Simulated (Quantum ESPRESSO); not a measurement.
**Mn$_{3}$Si: projected density-of-states run (part 1 of 3)**

System: Mn$_{3}$Si (Fm-3m, 4 atoms in the cell).
Method: Kohn-Sham DFT of a periodic cell, PBEsol, DFT+U, GBRV 1.5 PBEsol, spin-polarised (Quantum ESPRESSO 7.5).

The structure derives from an entry of the Crystallography Open Database.

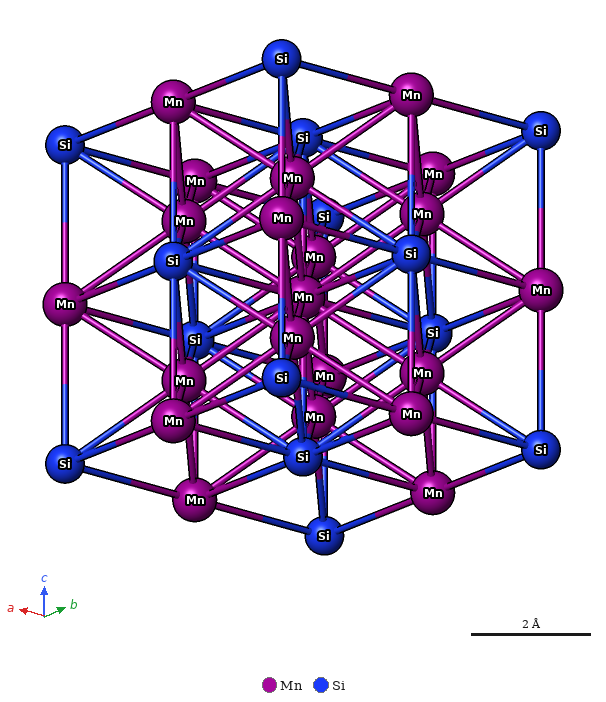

Fig. 1: The structure (ball-and-stick view of the cell 4 times as large as that of the calculation, set on its symmetry axes, seen at an oblique angle). An atom can appear more than once, as a periodic image.

Input:
```
&CONTROL
  calculation = 'scf'
  prefix = 'pwscf'
  outdir = './tmp'
  pseudo_dir = './pseudo'
  tprnfor = .true.
  tstress = .true.
  disk_io = 'low'
/
&SYSTEM
  ibrav = 0
  nat = 4
  ntyp = 2
  ecutwfc = 45
  ecutrho = 360
  nbnd = 37
  occupations = 'smearing'
  smearing = 'fd'
  degauss = 0.00367493
  nspin = 2
  starting_magnetization(1) = 0.2667
  starting_magnetization(2) = 0
/
&ELECTRONS
  conv_thr = 8d-10
  electron_maxstep = 120
  mixing_beta = 0.3
/
ATOMIC_SPECIES
Mn    54.9380 mn_pbesol_v1.5.uspp.F.UPF
Si    28.0850 si_pbesol_v1.uspp.F.UPF
CELL_PARAMETERS angstrom
   0.0000000000    2.8610000000    2.8610000000
   2.8610000000    0.0000000000    2.8610000000
   2.8610000000    2.8610000000    0.0000000000
ATOMIC_POSITIONS crystal
Mn     0.7500000000    0.7500000000    0.7500000000
Mn     0.2500000000    0.2500000000    0.2500000000
Mn     0.5000000000    0.5000000000    0.5000000000
Si     0.0000000000    0.0000000000    0.0000000000
K_POINTS automatic
7 7 7 0 0 0
HUBBARD {ortho-atomic}
U Mn-3d 2.0
```

File nscf.in:
```
&CONTROL
  calculation = 'nscf'
  prefix = 'pwscf'
  outdir = './tmp'
  pseudo_dir = './pseudo'
  disk_io = 'low'
/
&SYSTEM
  ibrav = 0
  nat = 4
  ntyp = 2
  ecutwfc = 45
  ecutrho = 360
  nbnd = 37
  occupations = 'tetrahedra_opt'
  nspin = 2
  starting_magnetization(1) = 0.2667
  starting_magnetization(2) = 0
/
&ELECTRONS
  conv_thr = 1d-08
  electron_maxstep = 120
  mixing_beta = 0.3
  startingwfc = 'random'
/
ATOMIC_SPECIES
Mn    54.9380 mn_pbesol_v1.5.uspp.F.UPF
Si    28.0850 si_pbesol_v1.uspp.F.UPF
CELL_PARAMETERS angstrom
   0.0000000000    2.8610000000    2.8610000000
   2.8610000000    0.0000000000    2.8610000000
   2.8610000000    2.8610000000    0.0000000000
ATOMIC_POSITIONS crystal
Mn     0.7500000000    0.7500000000    0.7500000000
Mn     0.2500000000    0.2500000000    0.2500000000
Mn     0.5000000000    0.5000000000    0.5000000000
Si     0.0000000000    0.0000000000    0.0000000000
K_POINTS automatic
11 11 11 0 0 0
HUBBARD {ortho-atomic}
U Mn-3d 2.0
```

File projwfc.in:
```
&PROJWFC
  prefix = 'pwscf'
  outdir = './tmp'
  filpdos = 'p'
  Emin = 2
  Emax = 27
  DeltaE = 0.05
/
```

Launched with:
```bash
OMP_NUM_THREADS=1 mpirun -n 2 pw.x -nk 2 -in pw.in > pw.out
OMP_NUM_THREADS=1 mpirun -n 2 pw.x -nk 2 -in nscf.in > nscf.out
OMP_NUM_THREADS=1 mpirun -n 1 projwfc.x -in projwfc.in > projwfc.out
```

Output:
```
This program is part of the open-source Quantum ESPRESSO suite
     for quantum simulation of materials; please cite
         "P. Giannozzi et al., J. Phys.:Condens. Matter 21 395502 (2009);
         "P. Giannozzi et al., J. Phys.:Condens. Matter 29 465901 (2017);
         "P. Giannozzi et al., J. Chem. Phys. 152 154105 (2020);
          URL
     in publications or presentations arising from this work. More details at

     Message from routine setup:
     using ibrav=0 with symmetry is DISCOURAGED, use correct ibrav instead

     K-points division:     npool     =       2
     Subspace diagonalization in iterative solution of the eigenvalue problem:
     a serial algorithm will be used

     G-vector sticks info
     --------------------
     sticks:   dense  smooth     PW     G-vecs:    dense   smooth      PW
     Sum        1453     733    223                36325    12939    2133

     Using Slab Decomposition

     bravais-lattice index     =            0
     lattice parameter (alat)  =       7.6460  a.u.
     unit-cell volume          =     316.0677 (a.u.)^3
     number of atoms/cell      =            4
     number of atomic types    =            2
     number of electrons       =        49.00
     number of Kohn-Sham states=           37
     kinetic-energy cutoff     =      45.0000  Ry
     charge density cutoff     =     360.0000  Ry
     scf convergence threshold =      8.0E-10
     mixing beta               =       0.3000
     number of iterations used =            8  plain     mixing
     Exchange-correlation= SLA  PW   PSX  PSC
                           (   1   4  10   8   0   0   0)
     Hubbard projectors: ortho-atomic
     Hubbard parameters of DFT+U (Dudarev formulation) in eV:
     U(Mn-3d) =  2.0000

     Internal variables: lda_plus_u =T, lda_plus_u_kind = 0

     Internal variables: orbital_resolved =F, hub_pot_fix =F, apply_U = F

     celldm(1)=   7.645955  celldm(2)=   0.000000  celldm(3)=   0.000000
     celldm(4)=   0.000000  celldm(5)=   0.000000  celldm(6)=   0.000000

     crystal axes: (cart. coord. in units of alat)
               a(1) = (   0.000000   0.707107   0.707107 )
               a(2) = (   0.707107   0.000000   0.707107 )
               a(3) = (   0.707107   0.707107   0.000000 )

     reciprocal axes: (cart. coord. in units 2 pi/alat)
               b(1) = ( -0.707107  0.707107  0.707107 )
               b(2) = (  0.707107 -0.707107  0.707107 )
               b(3) = (  0.707107  0.707107 -0.707107 )

     PseudoPot. # 1 for Mn read from file:
     mn_pbesol_v1.5.uspp.F.UPF
     Pseudo is Ultrasoft + core correction, Zval = 15.0
     Generated by new atomic code, or converted to UPF format
     Using radial grid of  859 points,  6 beta functions with:
                l(1) =   0
                l(2) =   0
                l(3) =   1
                l(4) =   1
                l(5) =   2
                l(6) =   2
     Q(r) pseudized with  8 coefficients,  rinner =    0.950   0.950   0.950
                                                       0.950   0.950

     PseudoPot. # 2 for Si read from file:
     si_pbesol_v1.uspp.F.UPF
     Pseudo is Ultrasoft + core correction, Zval =  4.0
     Generated by new atomic code, or converted to UPF format
     Using radial grid of  899 points,  6 beta functions with:
                l(1) =   0
                l(2) =   0
                l(3) =   1
                l(4) =   1
                l(5) =   2
                l(6) =   2
     Q(r) pseudized with  8 coefficients,  rinner =    0.900   0.900   0.900
                                                       0.900   0.900

     atomic species   valence    mass     pseudopotential
     Mn               15.00    54.93800     Mn( 1.00)
     Si                4.00    28.08500     Si( 1.00)

     Starting magnetic structure
     atomic species   magnetization
     Mn              0.267
     Si              0.000

     48 Sym. Ops., with inversion, found

   Cartesian axes

     site n.     atom                  positions (alat units)
         1        Mn     tau(   1) = (   1.0606602   1.0606602   1.0606602  )
         2        Mn     tau(   2) = (   0.3535534   0.3535534   0.3535534  )
         3        Mn     tau(   3) = (   0.7071068   0.7071068   0.7071068  )
         4        Si     tau(   4) = (   0.0000000   0.0000000   0.0000000  )

     number of k points=    20  Fermi-Dirac smearing, width (Ry)=  0.0037
                       cart. coord. in units 2pi/alat
        k(    1) = (   0.0000000   0.0000000   0.0000000), wk =   0.0029155
        k(    2) = (   0.1010153   0.1010153  -0.1010153), wk =   0.0233236
        k(    3) = (   0.2020305   0.2020305  -0.2020305), wk =   0.0233236
        k(    4) = (   0.3030458   0.3030458  -0.3030458), wk =   0.0233236
        k(    5) = (   0.2020305  -0.0000000   0.0000000), wk =   0.0174927
        k(    6) = (   0.3030458   0.1010153  -0.1010153), wk =   0.0699708
        k(    7) = (   0.4040610   0.2020305  -0.2020305), wk =   0.0699708
        k(    8) = (  -0.2020305  -0.4040610   0.4040610), wk =   0.0699708
        k(    9) = (  -0.1010153  -0.3030458   0.3030458), wk =   0.0699708
        k(   10) = (  -0.0000000  -0.2020305   0.2020305), wk =   0.0349854
        k(   11) = (   0.4040610  -0.0000000   0.0000000), wk =   0.0174927
        k(   12) = (   0.5050763   0.1010153  -0.1010153), wk =   0.0699708
        k(   13) = (  -0.1010153  -0.5050763   0.5050763), wk =   0.0699708
        k(   14) = (   0.0000000  -0.4040610   0.4040610), wk =   0.0349854
        k(   15) = (   0.6060915  -0.0000000   0.0000000), wk =   0.0174927
        k(   16) = (  -0.0000000  -0.6060915   0.6060915), wk =   0.0349854
        k(   17) = (   0.4040610   0.2020305   0.0000000), wk =   0.0699708
        k(   18) = (  -0.2020305  -0.4040610   0.6060915), wk =   0.1399417
        k(   19) = (  -0.1010153  -0.5050763   0.7071068), wk =   0.0699708
        k(   20) = (   0.0000000  -0.4040610   0.6060915), wk =   0.0699708

     Dense  grid:    36325 G-vectors     FFT dimensions: (  48,  48,  48)

     Smooth grid:    12939 G-vectors     FFT dimensions: (  36,  36,  36)

     Check: negative core charge=   -0.000020
     Generating pointlists ...
     new r_m :   0.2526 (alat units)  1.9314 (a.u.) for type    1
     new r_m :   0.2526 (alat units)  1.9314 (a.u.) for type    2

     Initial potential from superposition of free atoms

     starting charge      47.4991, renormalised to      49.0000

     STARTING HUBBARD OCCUPATIONS:

     =================== HUBBARD OCCUPATIONS ===================
     ------------------------ ATOM    1 ------------------------
     Tr[ns(  1)] (up, down, total) =   5.00000  0.00000  5.00000
     Atomic magnetic moment for atom   1 =   5.00000
     SPIN  1
     eigenvalues:
       1.000  1.000  1.000  1.000  1.000
     eigenvectors (columns):
       1.000  0.000  0.000  0.000  0.000
       0.000  1.000  0.000  0.000  0.000
       0.000  0.000  1.000  0.000  0.000
       0.000  0.000  0.000  1.000  0.000
       0.000  0.000  0.000  0.000  1.000
     occupation matrix ns (before diag.):
       1.000  0.000  0.000  0.000  0.000
       0.000  1.000  0.000  0.000  0.000
       0.000  0.000  1.000  0.000  0.000
       0.000  0.000  0.000  1.000  0.000
       0.000  0.000  0.000  0.000  1.000
     SPIN  2
     eigenvalues:
       0.000  0.000  0.000  0.000  0.000
     eigenvectors (columns):
       1.000  0.000  0.000  0.000  0.000
       0.000  1.000  0.000  0.000  0.000
       0.000  0.000  1.000  0.000  0.000
       0.000  0.000  0.000  1.000  0.000
       0.000  0.000  0.000  0.000  1.000
     occupation matrix ns (before diag.):
       0.000  0.000  0.000  0.000  0.000
       0.000  0.000  0.000  0.000  0.000
       0.000  0.000  0.000  0.000  0.000
       0.000  0.000  0.000  0.000  0.000
       0.000  0.000  0.000  0.000  0.000
     ------------------------ ATOM    2 ------------------------
     Tr[ns(  2)] (up, down, total) =   5.00000  0.00000  5.00000
     Atomic magnetic moment for atom   2 =   5.00000
     SPIN  1
     eigenvalues:
       1.000  1.000  1.000  1.000  1.000
     eigenvectors (columns):
       1.000  0.000  0.000  0.000  0.000
       0.000  1.000  0.000  0.000  0.000
       0.000  0.000  1.000  0.000  0.000
       0.000  0.000  0.000  1.000  0.000
       0.000  0.000  0.000  0.000  1.000
     occupation matrix ns (before diag.):
       1.000  0.000  0.000  0.000  0.000
       0.000  1.000  0.000  0.000  0.000
       0.000  0.000  1.000  0.000  0.000
       0.000  0.000  0.000  1.000  0.000
       0.000  0.000  0.000  0.000  1.000
     SPIN  2
     eigenvalues:
       0.000  0.000  0.000  0.000  0.000
     eigenvectors (columns):
       1.000  0.000  0.000  0.000  0.000
       0.000  1.000  0.000  0.000  0.000
       0.000  0.000  1.000  0.000  0.000
       0.000  0.000  0.000  1.000  0.000
       0.000  0.000  0.000  0.000  1.000
     occupation matrix ns (before diag.):
       0.000  0.000  0.000  0.000  0.000
       0.000  0.000  0.000  0.000  0.000
       0.000  0.000  0.000  0.000  0.000
       0.000  0.000  0.000  0.000  0.000
       0.000  0.000  0.000  0.000  0.000
     ------------------------ ATOM    3 ------------------------
     Tr[ns(  3)] (up, down, total) =   5.00000  0.00000  5.00000
     Atomic magnetic moment for atom   3 =   5.00000
     SPIN  1
     eigenvalues:
       1.000  1.000  1.000  1.000  1.000
     eigenvectors (columns):
       1.000  0.000  0.000  0.000  0.000
       0.000  1.000  0.000  0.000  0.000
       0.000  0.000  1.000  0.000  0.000
       0.000  0.000  0.000  1.000  0.000
       0.000  0.000  0.000  0.000  1.000
     occupation matrix ns (before diag.):
       1.000  0.000  0.000  0.000  0.000
       0.000  1.000  0.000  0.000  0.000
       0.000  0.000  1.000  0.000  0.000
       0.000  0.000  0.000  1.000  0.000
       0.000  0.000  0.000  0.000  1.000
     SPIN  2
     eigenvalues:
       0.000  0.000  0.000  0.000  0.000
     eigenvectors (columns):
       1.000  0.000  0.000  0.000  0.000
       0.000  1.000  0.000  0.000  0.000
       0.000  0.000  1.000  0.000  0.000
       0.000  0.000  0.000  1.000  0.000
       0.000  0.000  0.000  0.000  1.000
     occupation matrix ns (before diag.):
       0.000  0.000  0.000  0.000  0.000
       0.000  0.000  0.000  0.000  0.000
       0.000  0.000  0.000  0.000  0.000
       0.000  0.000  0.000  0.000  0.000
       0.000  0.000  0.000  0.000  0.000

     Number of occupied Hubbard levels =   15.0000

     Atomic wfc used for Hubbard projectors are orthogonalized

     Starting wfcs are   43 randomized atomic wfcs

     Self-consistent Calculation

     iteration #  1     ecut=    45.00 Ry     beta= 0.30
     Davidson diagonalization with overlap
     ethr =  1.00E-02,  avg # of iterations =  4.0

     =================== HUBBARD OCCUPATIONS ===================
     ------------------------ ATOM    1 ------------------------
     Tr[ns(  1)] (up, down, total) =   3.99904  0.91769  4.91673
     Atomic magnetic moment for atom   1 =   3.08134
     SPIN  1
     eigenvalues:
       0.772  0.772  0.772  0.842  0.842
     eigenvectors (columns):
      -0.000 -0.000 -0.000 -0.125 -0.992
      -0.231 -0.939  0.257 -0.000  0.000
      -0.647  0.345  0.680 -0.000  0.000
       0.000  0.000  0.000 -0.992  0.125
       0.726  0.009  0.687  0.000 -0.000
     occupation matrix ns (before diag.):
       0.842 -0.000 -0.000  0.000  0.000
      -0.000  0.772 -0.000  0.000  0.000
      -0.000 -0.000  0.772  0.000  0.000
       0.000  0.000  0.000  0.842 -0.000
       0.000  0.000  0.000 -0.000  0.772
     SPIN  2
     eigenvalues:
       0.150  0.150  0.150  0.234  0.234
     eigenvectors (columns):
      -0.000 -0.000  0.000 -0.093 -0.996
      -0.227  0.128  0.966  0.000  0.000
      -0.663  0.706 -0.249  0.000  0.000
       0.000  0.000 -0.000  0.996 -0.093
       0.713  0.697  0.075 -0.000 -0.000
     occupation matrix ns (before diag.):
       0.234 -0.000 -0.000  0.000  0.000
      -0.000  0.150 -0.000  0.000  0.000
      -0.000 -0.000  0.150  0.000  0.000
       0.000  0.000  0.000  0.234 -0.000
       0.000  0.000  0.000 -0.000  0.150
     ------------------------ ATOM    2 ------------------------
     Tr[ns(  2)] (up, down, total) =   3.99904  0.91769  4.91673
     Atomic magnetic moment for atom   2 =   3.08134
     SPIN  1
     eigenvalues:
       0.772  0.772  0.772  0.842  0.842
     eigenvectors (columns):
      -0.000 -0.000 -0.000  0.079 -0.997
      -0.228 -0.937  0.265 -0.000  0.000
      -0.635  0.350  0.688 -0.000  0.000
       0.000  0.000  0.000 -0.997 -0.079
       0.738  0.011  0.675  0.000 -0.000
     occupation matrix ns (before diag.):
       0.842 -0.000 -0.000  0.000  0.000
      -0.000  0.772 -0.000  0.000  0.000
      -0.000 -0.000  0.772  0.000  0.000
       0.000  0.000  0.000  0.842 -0.000
       0.000  0.000  0.000 -0.000  0.772
     SPIN  2
     eigenvalues:
       0.150  0.150  0.150  0.234  0.234
     eigenvectors (columns):
      -0.000 -0.000 -0.000  0.062 -0.998
      -0.236 -0.931  0.278 -0.000  0.000
      -0.624  0.364  0.692 -0.000  0.000
       0.000  0.000  0.000 -0.998 -0.062
       0.745  0.011  0.667  0.000 -0.000
     occupation matrix ns (before diag.):
       0.234 -0.000 -0.000  0.000  0.000
      -0.000  0.150 -0.000  0.000  0.000
      -0.000 -0.000  0.150  0.000  0.000
       0.000  0.000  0.000  0.234 -0.000
       0.000  0.000  0.000 -0.000  0.150
```
